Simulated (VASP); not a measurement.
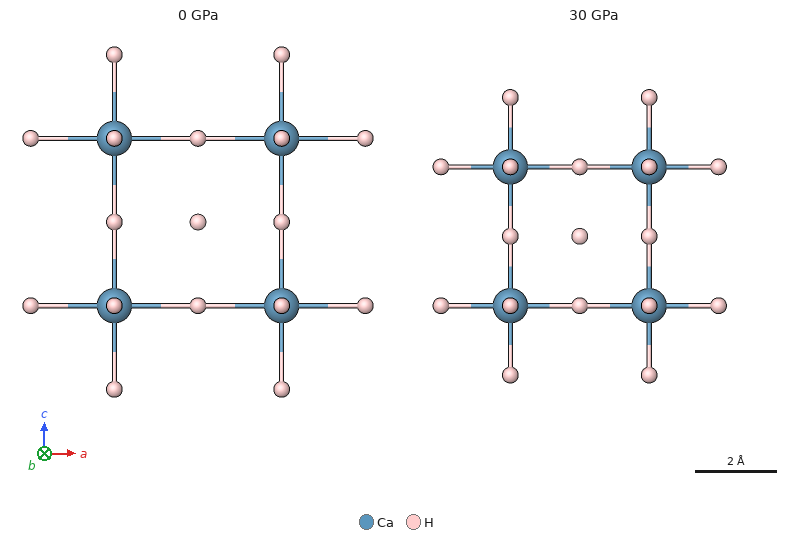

A crystal of CaH4 (a generated structure, set up in Pm-3m), relaxed (cell and atoms) at several target pressures. The picture shows the first and the last member. The picture is a ball-and-stick view of the cell of the calculation, seen along the b axis.

Computed with VASP 6.6.1: PBE, VASP PAW PBE potentials, recommended. (plane-wave cutoff 600 eV; k-point mesh 5 × 5 × 5; occupations fermi-dirac; smearing width 0.05 eV; no spin polarisation)

```tsv
pressure (GPa)	volume (Å³/atom)	a (Å)
0	14.615	4.181
2	13.480	4.070
5	12.279	3.945
10	10.968	3.799
20	?	?
30	8.348	3.469
```

> Fill in the missing row.

Murnaghan's form V = V₀(1 + B′P/B₀)^(−1/B′), with V₀ = 14.615 Å³ from the row at zero pressure, fits the other rows with B₀ = 22.5 GPa and B′ = 2.76 (largest miss 0.033 Å³). At 20 GPa it gives 14.615 × (1 + 2.76 × 20/22.5)^(−1/2.76) = 9.328 Å³ per atom. The calculation gives 9.349 Å³/atom (a = 3.602 Å). The estimate is 0.021 Å³/atom too low. From the first member to the last: Ca–Ca 4.181 → 3.469 Å, Ca–H 2.090 → 1.734 Å.

The whole series:

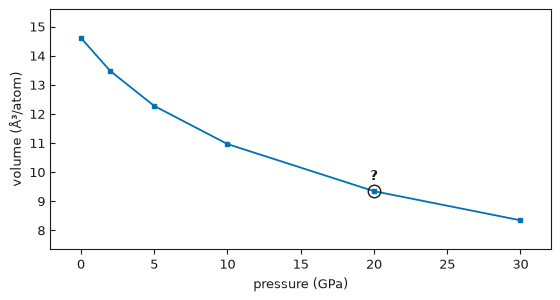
